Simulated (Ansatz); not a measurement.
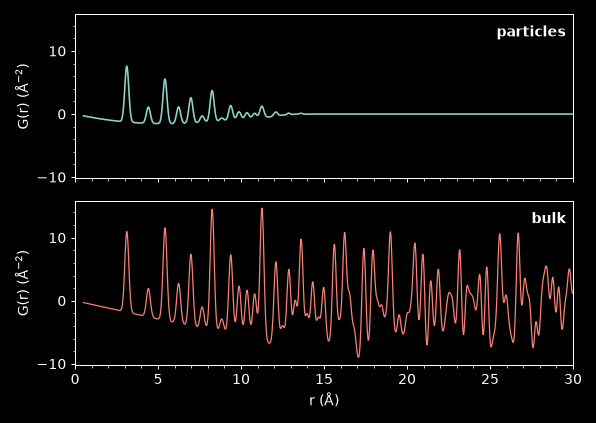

The curve is a calculated X-ray PDF: distances of the static structure, each pair weighted by the product of the atomic numbers (X-ray weights at Q = 0), broadened by Gaussians with σ = 0.12 Å, for spherical particles of Hf with the bulk structure: the bulk G(r) is multiplied by the envelope of a sphere of diameter D, 1 − 3r/2D + r³/2D³, with no surface relaxation. The number density is 0.0464 atoms per Å³. Basis of the simulation: the end point of a relaxation with DFT PBEsol, scalar-relativistic, plane waves, PAW in Ansatz 0.2.0; the starting structure was generated, so it need not be a known form of this composition.

Question: How large are the particles?

Answer: About 15 Å (1.5 nm): the signal is half of the bulk amplitude at r ≈ 5.2 Å and vanishes at r = D, fading from view somewhat earlier.

Question: Roughly how many atoms does one particle hold?

Answer: About 82 (number density 0.0464 Å⁻³ times πD³/6).
